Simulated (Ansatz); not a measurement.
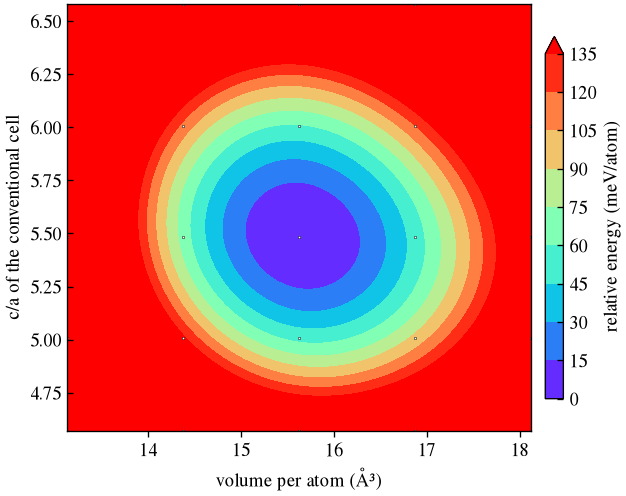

MoS2 (R3m, No. 160; 3 atoms in the cell). The energy is mapped over volume and the cell's shape. Coordinates scanned: (1) volume per atom; (2) c/a of the conventional cell. Nothing is relaxed (fractional coordinates fixed). The scan uses a 5 × 5 grid. Points are written as (first, second). Energies are in meV/atom, from the lowest grid point. The band gap closes in part of the range. These are results of Ansatz 0.2.0, DFT LDA+D3(BJ), scalar-relativistic, plane waves, PAW, not measurements. Settings: cutoff 420 eV, k-mesh 15×15×15, gaussian smearing 0.03 eV, no spin polarisation.

Drawn: filled contours, dots at the grid points, one colour for all values above the top of the scale. Between grid points the surface is interpolated.

### Estimate the position of the minimum and the force constants in these coordinates.

The interpolated minimum is at volume per atom ≈ 15.63 Å³, c/a of the conventional cell ≈ 5.48. The curvatures there are about 0.22 eV/(Å³)² and 1.4 eV, with a cross term of about 0.06 eV/Å³ (per cell of 3 atoms). Round the minimum the two coordinates are weakly coupled (coupling 0.11 in units of the two stiffnesses).

PAW datasets: the set soft_1.
